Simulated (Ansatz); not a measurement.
## Single-point calculation of ZnO

ZnO (P6₃mc, 4 atoms in the cell), computed with DFT, PBE, plane waves, PAW, no spin polarisation (Ansatz 0.2.0).

The structure derives from an entry of the Crystallography Open Database. The geometry comes from this level: PBE. Figures and captions count atoms from 1; the log counts them from 0 in places.

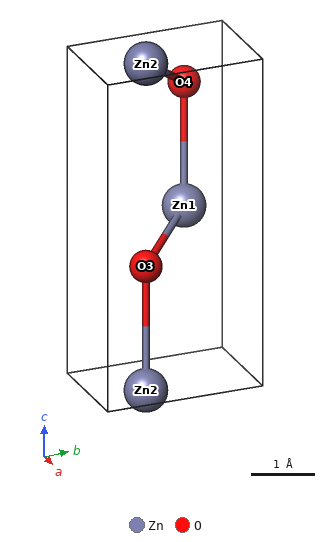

Figure 1. The structure as given in the input (ball-and-stick view of the cell of the calculation, seen slightly off an axis; atoms are numbered from 1 in the order of the input). Near neighbours in the crystal (not all of them lie inside the picture): Zn has 4 O at 2.00 to 2.01 Å; O has 4 Zn at 2.00 to 2.01 Å.

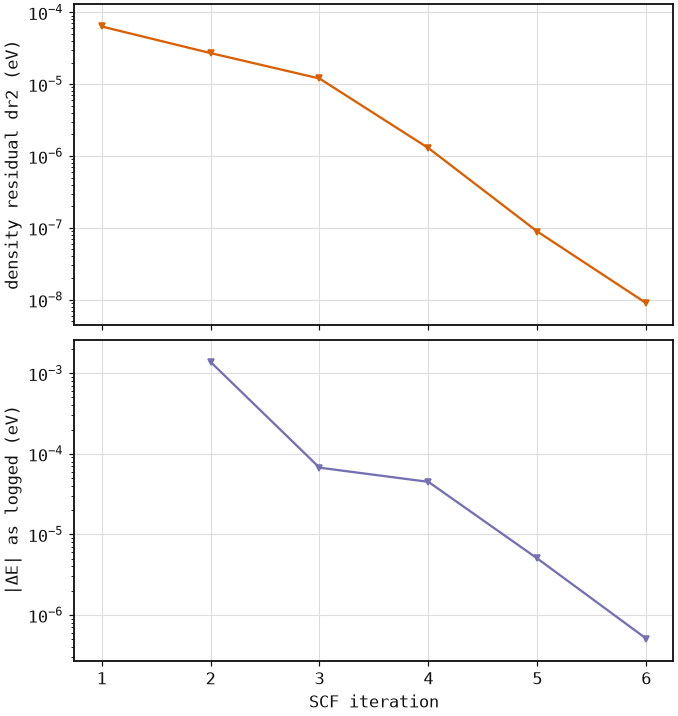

Figure 2. Convergence of the self-consistent field: density residual dr2 and size of the energy change against the SCF iteration. The residual falls at every step.

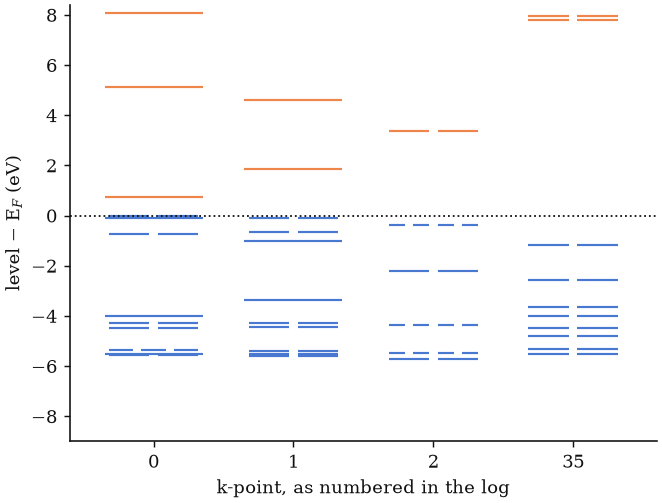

Figure 3. Kohn–Sham levels near the Fermi level (dotted) at the few k-points that the log prints; levels within 0.02 eV of each other stand side by side. Among these points the highest filled and lowest empty levels are 0.74 eV apart, which is the gap on the mesh.

The input and output of the run follow.

## Input file
```yaml
crystal:
  lattice:
    - [3.2795251916, 0.0, 0.0]
    - [-1.6397625958, 2.8401521283, 0.0]
    - [0.0, 0.0, 5.2931629191]
  atoms:
    - { symbol: Zn, position: [0.3333333333, 0.6666666667, 0.4999596408] }
    - { symbol: Zn, position: [0.6666666667, 0.3333333333, -4.03592e-05] }
    - { symbol: O, position: [0.6666666667, 0.3333333333, 0.3790503592] }
    - { symbol: O, position: [0.3333333333, 0.6666666667, 0.8790503592] }
kpoints:
  mp_grid: { grid: [9, 9, 4] }
hamiltonian:
  xc: pbe
scf:
  occupations: { method: fixed }
  n_extra_bands: 5
output:
  forces: true
  stress: true
  eigenvalues: true
```

Command:
```bash
ansatz run input.yaml --threads 2 --pin off --max-ram 3686MiB --backend cpu --events-out ev --progress --plain --runs-dir out
```

## The program's output
```
scf.n_extra_bands = 5 over 18 filled bands (N_el = 36.0): the run solves 23 bands
Engine: ansatz 0.2.0, x86_64-unknown-linux-gnu
Pseudopotentials: kind: paw
Pseudopotential: Zn, paw, valence charge 12, recommended cutoff 420 eV (normal), Zn.paw.azcp
Pseudopotential: O, paw, valence charge 6, recommended cutoff 420 eV (normal), O.paw.azcp
Functional definition: PBE
  parameter kappa = 0.804
  parameter beta = 0.06672455060314922
  exchange = pbe_x(kappa = kappa, mu = beta*pi^2/3)
  correlation = pbe_c(beta = beta)
Crystal: 4 atoms, lattice volume = 49.302 Å³
Basis set: ecut = 420 eV, 989 PW (Γ), exchange–correlation on 48×48×72 points (8 copies of the dense FFT grid, shifted against one another)
Bands: 23, of which v1, the nominal top of the filled ones, is band 18 counted from 1 (17 counted from 0)
Symmetry: 12 space group operations
Space group: P63mc (ITA 186), of the structure as read, at distance tolerance 3.7e-5 Å
k-points: 36 of 324 (time reversal used)
Non-local potential: Zn, projectors of the file, l = 0: 2, l = 1: 2, l = 2: 3, l = 3: 1
Non-local potential: O, projectors of the file, l = 0: 2, l = 1: 2, l = 2: 1
PAW form: soft (Blöchl's): semilocal exchange-correlation on the pseudo side does not see the compensation charge
PAW one-centre angular grid: Zn, 590 points (default); XC on 64 Gauss nodes
PAW one-centre angular grid: O, 110 points (default); XC on 64 Gauss nodes
Initial density: superposition of atomic densities (neutral atoms: chi_scale 0, normalization atom), corrected by the library's trained network
Initial wavefunctions: pseudopotential atomic-orbital guess
Functional: x = pbe(κ = 0.804, μ = 0.2195149727645171), c = pbe(β = 0.06672455060314922)
SCF iter   1: F=—  HF=-7773.691202 eV  |F-HF|=—  |Δ(HF+E_count)|=         —  Δρ=6.21e-4  dr2=6.36e-5  ethr=1.77e-3  ⟨swp⟩=5.1  Hψ=3205  notcnv=0  defer=105
preconditioner: auto → Resta (q_TF=auto, 2.589 Å⁻¹)  ε∞=6.8  [insulator: Δε(μ)=0.744 eV  Ē_g=13.197 eV  n_scr=22 (ndim 8)  ℏωp=31.7 eV  f_vac=0.043  ε∞_Penn≈6.8]
SCF iter   2: F=—  HF=-7773.692580 eV  |F-HF|=—  |Δ(HF+E_count)|=   1.38e-3  Δρ=4.09e-4  dr2=2.71e-5  ethr=1.77e-7  ⟨swp⟩=3.1  Hψ=2227  notcnv=0  defer=108
SCF iter   3: F=—  HF=-7773.692648 eV  |F-HF|=—  |Δ(HF+E_count)|=   6.72e-5  Δρ=2.40e-4  dr2=1.20e-5  ethr=7.53e-8  ⟨swp⟩=2.0  Hψ=1368  notcnv=0  defer=108
SCF iter   4: F=—  HF=-7773.692692 eV  |F-HF|=—  |Δ(HF+E_count)|=   4.48e-5  Δρ=7.14e-5  dr2=1.29e-6  ethr=3.34e-8  ⟨swp⟩=2.0  Hψ=1335  notcnv=0  defer=108
SCF iter   5: F=—  HF=-7773.692697 eV  |F-HF|=—  |Δ(HF+E_count)|=   5.01e-6  Δρ=1.77e-5  dr2=8.89e-8  ethr=3.57e-9  ⟨swp⟩=2.0  Hψ=1371  notcnv=0  defer=108
SCF iter   6: F=-7773.692698 eV  HF=-7773.692698 eV  |F-HF|=1.11e-8  |Δ(HF+E_count)|=   5.07e-7  Δρ=4.77e-6  dr2=8.94e-9  ethr=2.47e-10  ⟨swp⟩=8.9  Hψ=4264  notcnv=0
SCF 1 converged in 6 iterations: F = -7773.692698 eV  dr2 = 8.94e-9
  greatest PAW one-centre occupation: 0.987 electrons in one spin orbital (limit 2), on the Zn atom at site 0 (counted from 0), in its partial waves of l = 2
SCF converged after 6 iterations
Free energy (F): -7773.692698 eV
Harris-Foulkes:  -7773.692698 eV  (|F-HF|=1.11e-8)
Internal energy: -7773.692698 eV  (E = F + TS)
E sigma→0 (E₀):  -7773.692698 eV
Fermi energy:    6.708847 eV
--- Per-component energies (eV) ---
  E_band       = 50.917027
  E_kinetic    = 610.041841
  E_local      = -4056.048353  (includes V_loc(G=0)·N_el)
  E_nonlocal   = 1335.263748
  E_hartree    = 1665.294369
  E_xc         = -419.299515
  E_vxc        = -288.961306  (∫ρ·V_xc dr)
  E_paw        = -3980.691965  (= ΣΔE_a)
  E_vpaw       = -879.969770  (= ΣTr[D̂ρ^β])
  E_aug_tail   = 0.004160  (compensation charges beyond the density's cutoff)
  E_ewald      = -2928.256983
  E_smearing   = -0.000000  (= −TS)
  E_closure    = 0.000000  (closes the sum)
  Σ components = -7773.692698   (vs F -7773.692698, Δ=0.00e0)
--- Forces (eV/Å), atoms counted from 1 ---
  atom   1  Zn     0.00000000    -0.00000000    -0.00072180
  atom   2  Zn     0.00000000     0.00000000    -0.00072180
  atom   3  O      0.00000000    -0.00000000     0.00070451
  atom   4  O     -0.00000000     0.00000000     0.00070451
  max |Σ_I F_I| component: 3.46e-5 eV/Å
--- Stress (GPa, compression-positive) ---
       -0.000264       0.000000       0.000000
        0.000000      -0.000264      -0.000000
       -0.000000       0.000000       0.019807
  P = ⅓ Tr σ = 0.0064 GPa (0.064 kbar)
--- Band table (eV; the first three rows and the last of 36) ---
  k-point 0: bands = ["-11.0934", "-10.4242", "1.1636", "1.1636", "1.2030", "1.3425", "1.3453", "1.3453", "2.2377", "2.2377", "2.4297", "2.4297", "2.6965", "5.9585", "5.9585", "6.6299", "6.7088", "6.7088", "7.4528", "11.8228", "14.7860", "19.4642", "19.4642"]
  k-point 1: bands = ["-10.9998", "-10.5268", "1.1121", "1.1136", "1.1790", "1.1790", "1.3064", "1.3064", "2.2752", "2.2752", "2.4120", "2.4120", "3.3307", "5.6755", "6.0704", "6.0704", "6.6012", "6.6012", "8.5826", "11.3151", "15.2583", "18.8101", "19.4903"]
  k-point 2: bands = ["-10.7677", "-10.7677", "0.9970", "0.9970", "1.2316", "1.2316", "1.2316", "1.2316", "2.3533", "2.3533", "2.3533", "2.3533", "4.4820", "4.4820", "6.3386", "6.3386", "6.3386", "6.3386", "10.0824", "10.0824", "16.6364", "16.6364", "19.7423"]
  k-point 35: bands = ["-10.2933", "-10.2933", "1.1885", "1.1885", "1.3853", "1.3853", "1.8920", "1.8920", "2.2462", "2.2462", "2.7236", "2.7236", "3.0723", "3.0723", "4.1307", "4.1307", "5.5251", "5.5251", "14.5141", "14.5141", "14.6701", "14.6701", "15.3826"]
```

## Results in brief

| quantity | value |
| --- | --- |
| outcome | converged |
| space group (tolerance 0.01 Å) | P6₃mc (186) |
| electrons treated | 36 |
| free energy | −7773.6927 eV |
| Fermi energy | 6.709 eV |
| gap on the k-point mesh | 0.74 eV |
| pressure | 0.01 GPa |
| largest force (length of the vector) | 0.001 eV/Å |
| hardware | 2 threads of Intel Xeon @ 2.50GHz (Skylake/Cascade Lake), 189 GiB of memory available, shared host |
| wall time | 6.1 s (CPU time 7.2 s) |
| peak memory | 0.36 GiB |
